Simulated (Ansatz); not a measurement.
## Phonon calculation, with input and output: FeCo (part 2 of 2)

The same run, continued: FeCo (2 atoms in the cell); DFT, PBEsol, plane waves, PAW, spin-polarised (Ansatz 0.2.0); cutoff 420 eV, 4×4×4 k-mesh, Fermi–Dirac smearing of 0.05 eV, collinear spins. The structure derives from an entry of the Crystallography Open Database. The settings are looser than a standard set-up, so the numbers are not reference values.

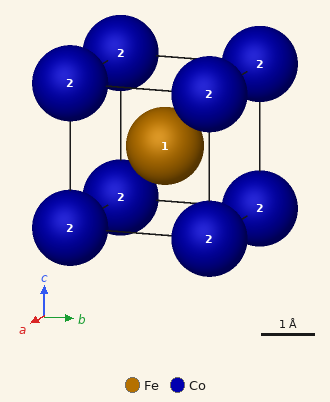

**Figure 1.** The structure as given in the input (spheres-only view of the cell of the calculation, seen slightly off an axis; atoms are numbered from 1 in the order of the input).

**Log, continued**
```
SCF iter   1: F=—  HF=-19083.633858 eV  |F-HF|=—  |Δ(HF+E_count)|=         —  Δρ=1.54e-4 (↑1.02e-4 ↓1.54e-4)  dr2=1.92e-5  dr2_m=5.56e-7  M=9.920 μB ∫|m|=10.019 μB  β_m=0.30  ethr=4.49e-8  ⟨swp⟩=5.8  Hψ=4941  notcnv=0
preconditioner: auto → none  [insulator: Δε(μ)=0.237 eV  Ē_g=7.622 eV  σ=0.050 eV  W_gap=0.71  n_scr=14 (ndim 8)  ℏωp=32.2 eV  f_vac=0.000  D(μ)=1.19/eV (n_scr^D=8)  ε∞_Penn≈18.8]
SCF iter   2: F=—  HF=-19083.633852 eV  |F-HF|=—  |Δ(HF+E_count)|=   5.61e-6  Δρ=9.17e-5 (↑6.05e-5 ↓9.17e-5)  dr2=4.92e-6  dr2_m=2.38e-7  M=9.920 μB ∫|m|=10.019 μB  β_m=0.45  ethr=2.91e-8  ⟨swp⟩=2.2  Hψ=1872  notcnv=0
iter 3 solved again at ethr=5.08e-10 eV; its pass at ethr=7.45e-9 eV (dr2=3.35e-7 eV) is discarded
SCF iter   3: F=—  HF=-19083.633850 eV  |F-HF|=—  |Δ(HF+E_count)|=   1.53e-6  Δρ=2.65e-5 (↑1.36e-5 ↓2.65e-5)  dr2=3.31e-7  dr2_m=5.40e-8  M=9.920 μB ∫|m|=10.019 μB  β_m=0.53  ethr=5.08e-10  ⟨swp⟩=2.8  Hψ=4076  notcnv=0
SCF iter   4: F=—  HF=-19083.633851 eV  |F-HF|=—  |Δ(HF+E_count)|=   7.67e-7  Δρ=1.52e-4 (↑3.41e-5 ↓1.52e-4)  dr2=1.39e-5  dr2_m=1.49e-6  M=9.920 μB ∫|m|=10.019 μB  β_m=0.31  ethr=5.01e-10  ⟨swp⟩=3.8  Hψ=2402  notcnv=0  recentre
SCF iter   5: F=—  HF=-19083.633850 eV  |F-HF|=—  |Δ(HF+E_count)|=   7.16e-7  Δρ=1.01e-5 (↑5.87e-6 ↓1.01e-5)  dr2=6.02e-8  dr2_m=8.55e-9  M=9.920 μB ∫|m|=10.019 μB  β_m=0.36  ethr=5.01e-10  ⟨swp⟩=3.8  Hψ=2300  notcnv=0
SCF iter   6: F=—  HF=-19083.633850 eV  |F-HF|=—  |Δ(HF+E_count)|=   2.43e-8  Δρ=1.60e-5 (↑6.96e-6 ↓1.60e-5)  dr2=2.29e-7  dr2_m=1.27e-8  M=9.920 μB ∫|m|=10.019 μB  β_m=0.27  ethr=9.12e-11  ⟨swp⟩=3.2  Hψ=1993  notcnv=0  recentre
SCF iter   7: F=—  HF=-19083.633850 eV  |F-HF|=—  |Δ(HF+E_count)|=   7.95e-9  Δρ=1.35e-6 (↑1.18e-6 ↓1.35e-6)  dr2=7.39e-10  dr2_m=1.87e-10  M=9.920 μB ∫|m|=10.019 μB  β_m=0.34  ethr=9.12e-11  ⟨swp⟩=2.7  Hψ=1898  notcnv=0
SCF iter   8: F=—  HF=-19083.633850 eV  |F-HF|=—  |Δ(HF+E_count)|=  5.46e-10  Δρ=5.71e-7 (↑4.43e-7 ↓5.71e-7)  dr2=1.74e-10  dr2_m=4.26e-11  M=9.920 μB ∫|m|=10.019 μB  β_m=0.54  ethr=2.00e-12 (applied; sched 1.12e-12)  ⟨swp⟩=3.9  Hψ=2649  notcnv=0
SCF iter   9: F=—  HF=-19083.633850 eV  |F-HF|=—  |Δ(HF+E_count)|=  1.46e-11  Δρ=4.63e-7 (↑3.38e-7 ↓4.63e-7)  dr2=1.50e-10  dr2_m=8.21e-12  M=9.920 μB ∫|m|=10.019 μB  β_m=0.46  ethr=1.50e-12 (applied; sched 1.00e-12)  ⟨swp⟩=3.0  Hψ=1929  notcnv=0
SCF iter  10: F=—  HF=-19083.633850 eV  |F-HF|=—  |Δ(HF+E_count)|=  2.18e-11  Δρ=1.57e-7 (↑9.83e-8 ↓1.57e-7)  dr2=1.80e-11  dr2_m=2.21e-12  M=9.920 μB ∫|m|=10.019 μB  β_m=0.47  ethr=1.45e-12 (applied; sched 1.00e-12)  ⟨swp⟩=2.0  Hψ=1865  notcnv=0
SCF iter  11: F=-19083.633850 eV  HF=-19083.633850 eV  |F-HF|=3.64e-12  |Δ(HF+E_count)|=  3.64e-12  Δρ=5.59e-8 (↑4.50e-8 ↓5.59e-8)  dr2=1.22e-12  dr2_m=5.68e-13  M=9.920 μB ∫|m|=10.019 μB  ethr=1.45e-12 (applied; sched 1.00e-12)  ⟨swp⟩=2.0  Hψ=1865  notcnv=0
SCF 10 converged in 11 iterations: F = -19083.633850 eV  dr2 = 1.22e-12
  Residual-converged pass: ⟨swp⟩=4.0  Hψ=3223  notcnv=0  max |occ|·‖R‖ = 9.5e-9 eV (tolerance 1.0e-8 eV)  dr2=1.53e-12  dr2_m=6.41e-13  dr2_onsite=9.80e-13  max |Δocc| = 1.8e-10
SCF converged after 3 iterations
Magnetization: 9.9200 μB (37.9600 up, 28.0400 down)
Absolute magnetization: 10.0191 μB (∫|ρ↑−ρ↓|, with the PAW one-centre terms)
Spin contamination: 0.0915 ħ² per cell (⟨S²⟩ above its minimum at these occupations)
Per-site moments (μB) at R_I (Å): [(2.947087039556454, 1.0108925093728436), (1.955941504739859, 1.0108925093728434), (2.947087039556453, 1.0108925093728434), (1.9559415047398592, 1.0108925093728436)]
Free energy (F): -19083.633883 eV
Harris-Foulkes:  -19083.633883 eV  (|F-HF|=3.64e-12)
Internal energy: -19083.623104 eV  (E = F + TS)
E sigma→0 (E₀):  -19083.628493 eV
Entropy (-TS):   -0.010780 eV (-2.695 meV/atom)
Fermi energy:    18.312789 eV
--- Per-component energies (eV) ---
  E_band       = -946.804615
  E_kinetic    = 1602.608895
  E_local      = -9912.263699  (includes V_loc(G=0)·N_el)
  E_nonlocal   = 1354.849771
  E_hartree    = 4144.049227
  E_xc         = -548.574190
  E_vxc        = -710.325813  (∫ρ·V_xc dr)
  E_paw        = -5636.400417  (= ΣΔE_a)
  E_vpaw       = -1569.774375  (= ΣTr[D̂ρ^β])
  E_aug_tail   = 0.001986  (compensation charges beyond the density's cutoff)
  E_ewald      = -10088.629919
  E_core_change = 0.735242  (= ΣΔE_core)
  E_smearing   = -0.010780  (= −TS)
  E_closure    = -0.000000  (closes the sum)
  Σ components = -19083.633883   (vs F -19083.633883, Δ=0.00e0)
--- Forces (eV/Å), atoms counted from 1 ---
  atom   1  Fe     0.00000000     0.00000000     0.00000000
  atom   2  Co     0.00000000    -0.00000000     0.00000000
  atom   3  Fe     0.00000000     0.00000000     0.00000000
  atom   4  Co    -0.00000000    -0.00000000    -0.00000000
  max |Σ_I F_I| component: 2.52e-29 eV/Å
--- Band table (eV; the first three rows and the last of 24) ---
  k-point 0 ↑: bands = ["-77.7182", "-77.7147", "-70.2369", "-70.2320", "-41.1297", "-41.0906", "-41.0906", "-41.0906", "-41.0846", "-41.0846", "-36.4353", "-36.3660", "-36.3660", "-36.3660", "-36.3646", "-36.3646", "9.1323", "12.9099", "12.9099", "12.9460", "12.9962", "14.6390", "14.7035", "15.3154", "15.3154", "15.3154", "15.6570", "15.6570", "15.8177", "15.8177", "16.3991", "16.4561", "16.4561", "16.4735", "17.5490", "17.6017", "17.6017", "17.6017", "17.8326", "27.4218", "27.4218", "27.4218", "33.1145", "33.1145"]
  k-point 1 ↑: bands = ["-77.7164", "-77.7164", "-70.2345", "-70.2345", "-41.1102", "-41.1102", "-41.0876", "-41.0876", "-41.0876", "-41.0876", "-36.4007", "-36.4007", "-36.3653", "-36.3653", "-36.3653", "-36.3653", "10.3692", "10.3692", "13.3310", "13.3310", "13.4179", "13.4179", "15.3388", "15.3388", "15.3388", "15.3388", "15.6385", "15.6385", "15.9379", "15.9379", "16.6579", "16.6579", "16.7973", "16.7973", "16.7973", "16.7973", "17.2565", "17.2565", "22.2944", "22.2944", "29.5767", "29.5767", "29.5767", "29.5767"]
  k-point 2 ↑: bands = ["-77.7164", "-77.7130", "-70.2345", "-70.2292", "-41.1304", "-41.1102", "-41.1079", "-41.0876", "-41.0876", "-41.0828", "-36.4283", "-36.4007", "-36.3930", "-36.3653", "-36.3653", "-36.3619", "10.3692", "12.9962", "13.0970", "13.3310", "13.4179", "14.7761", "14.8110", "15.0391", "15.0423", "15.3388", "15.3388", "15.6385", "15.9379", "16.2091", "16.3244", "16.6579", "16.7973", "16.7973", "17.2565", "17.3642", "17.3727", "17.9028", "18.1060", "22.2944", "27.9760", "28.2020", "29.5767", "29.5767"]
  k-point 11 ↓: bands = ["-75.3763", "-75.3763", "-66.8300", "-66.8300", "-38.8523", "-38.8523", "-38.8523", "-38.8523", "-38.8248", "-38.8248", "-33.1115", "-33.1115", "-33.1115", "-33.1115", "-33.0748", "-33.0748", "15.0757", "15.0757", "15.1702", "15.1702", "16.0297", "16.0297", "16.0297", "16.0297", "17.0571", "17.0571", "17.0571", "17.0571", "19.1382", "19.1382", "19.1414", "19.1414", "19.7044", "19.7044", "20.1187", "20.1187", "22.9937", "22.9937", "22.9937", "22.9937", "26.3776", "26.3776", "26.4467", "26.4467"]
--- Phonons: 6 displaced members + 3 references (amplitude of the first 0.0025 Å, Σ member SCF iterations 79) ---
  ASR residual: 3.292e-4 → 0.000e0 eV/Å²; symmetrization residual: 1.590e-4 eV/Å²
  largest component of a force at the reference: 1.9e-29 eV/Å
  ASR residual per site (eV/Å²): 2.37e-4 3.29e-4
  Γ frequencies (cm⁻¹): 0.00 0.00 0.00 272.43 272.43 272.43
--- Phonons (by wavevector): 4 wavevectors in 3 supercells ---
  supercell 1 (2 cells, vectors [1, 0, 0], [0, 1, 0], [0, 0, 2] in multiples of the cell's): 2 displaced members by 0.0025 Å; free energy -19083.633883 eV; taken off its force constants: by the sum rule 2.5e-4, by the symmetrisation 8.9e-5 eV/Å²
  symmetry images taken by strict's conditions (phonons.symmetry_images: auto; settled by no image being taken that strict refuses)
  supercell 2 (2 cells, vectors [1, 0, 0], [0, 1, -1], [0, 0, 2] in multiples of the cell's): 2 displaced members by 0.0025 Å; free energy -19083.633883 eV; taken off its force constants: by the sum rule 3.3e-4, by the symmetrisation 1.6e-4 eV/Å²; Γ matrix within 2.1e-4 eV/Å² of supercell 1's
  symmetry images taken by strict's conditions (phonons.symmetry_images: auto; settled by no image being taken that strict refuses)
  supercell 3 (2 cells, vectors [0, 1, -1], [-1, 1, 0], [0, 0, 2] in multiples of the cell's): 2 displaced members by 0.0025 Å; free energy -19083.633883 eV; taken off its force constants: by the sum rule 2.0e-4, by the symmetrisation 3.9e-5 eV/Å²; Γ matrix within 3.6e-4 eV/Å² of supercell 1's
  symmetry images taken by strict's conditions (phonons.symmetry_images: auto; settled by no image being taken that strict refuses)
  q = [0.0000, 0.0000, 0.0000] (star 1, supercell 1; hermiticity 0.00e0, symmetrization 3.83e-6): -0.00 -0.00 -0.00 272.43 272.43 272.43
  q = [0.0000, 0.0000, -0.5000] (star 3, supercell 1; hermiticity 8.77e-17, symmetrization 1.70e-16): 195.46 195.46 207.37 207.37 257.61 283.87
  q = [0.0000, -0.5000, -0.5000] (star 3, supercell 2; hermiticity 9.22e-17, symmetrization 6.84e-16): 174.02 174.02 198.96 215.81 302.98 302.98
  q = [-0.5000, -0.5000, -0.5000] (star 1, supercell 3; hermiticity 9.14e-17, symmetrization 1.02e-15): 222.60 222.60 222.60 252.99 252.99 252.99
  joined force constants: q→R imaginary residual 1.81e-17
  density of states and harmonic sums: on the 22×22×22 q-mesh, interpolated from the force constants of a 2×2×2 supercell (no non-analytic term)
  largest difference from the sums on the solved wave vectors: F 6.58e-2 eV, S 9.81e-5 and C_V 3.23e-5 eV/K
  zero-point energy: 0.082377 eV/cell   skipped modes (ω ≤ 0): 3   left out of the sums: 4.70e-5 of the cell's modes: C_V's classical limit lies that fraction below 3 k_B per atom; for a crystal, a wire or a layer, F and S can be off by more, and a phonons.interpolated_qmesh denser along its periods is the remedy for the sampling
```

The run was set up as follows.

**The input**
```yaml
crystal:
  lattice:
    - [2.82976515107, 0.0, 0.0]
    - [0.0, 2.82976515107, 0.0]
    - [0.0, 0.0, 2.82976515107]
  atoms:
    - { symbol: Fe, position: [0.5, 0.5, 0.5], spin: 2.7 }
    - { symbol: Co, position: [0.0, 0.0, 0.0], spin: 1.8 }
magnetization:
  spin_polarized: true
kpoints:
  mp_grid: { grid: [4, 4, 4] }
scf:
  occupations: { method: fermi_dirac, width: 0.05 }
  eigensolver: { kind: davidson }
  initial_density: { chi_scale: 0.1 }
hamiltonian:
  xc: pbesol
  pseudopotentials: { kind: paw }
phonons:
  qmesh: [2, 2, 2]
  qpath:
    path:
      - [0.0, 0.0, 0.0]
      - [0.0, 0.5, 0.0]
      - [0.5, 0.5, 0.0]
      - [0.0, 0.0, 0.0]
      - [0.5, 0.5, 0.5]
      - [0.0, 0.5, 0.0]
      - [0.5, 0.5, 0.5]
      - [0.5, 0.5, 0.0]
    npoints: 6
  temperatures: { t_min: 0, t_max: 1000, t_step: 100 }
```

Launch command:
```bash
ansatz run input.yaml --threads 2 --pin off --max-ram 6144MiB --backend cpu --events-out ev --progress --plain --runs-dir out
```

**Results in brief**

- outcome: converged
- space group (tolerance 0.01 Å): Pm-3m (221)
- electrons treated: 66
- free energy: −19083.6339 eV
- Fermi energy: 18.313 eV
- net moment of the cell: 9.92 μB
- integrated absolute moment: 10.02 μB
- largest force (length of the vector): under 0.001 eV/Å
- hardware: 2 threads of Intel Xeon (Granite Rapids), 128 GiB of memory available, shared host
- wall time: 18 s (CPU time 32 s)
- peak memory: 0.4 GiB

**Remarks**

Settings chosen away from the usual ones: scf.eigensolver.kind = "davidson", scf.initial_density.chi_scale = 0.1, kpoints.mp_grid.grid = [4, 4, 4]. These settings are looser than, or depart from, a standard set-up, so the numbers are not reference values for this system.
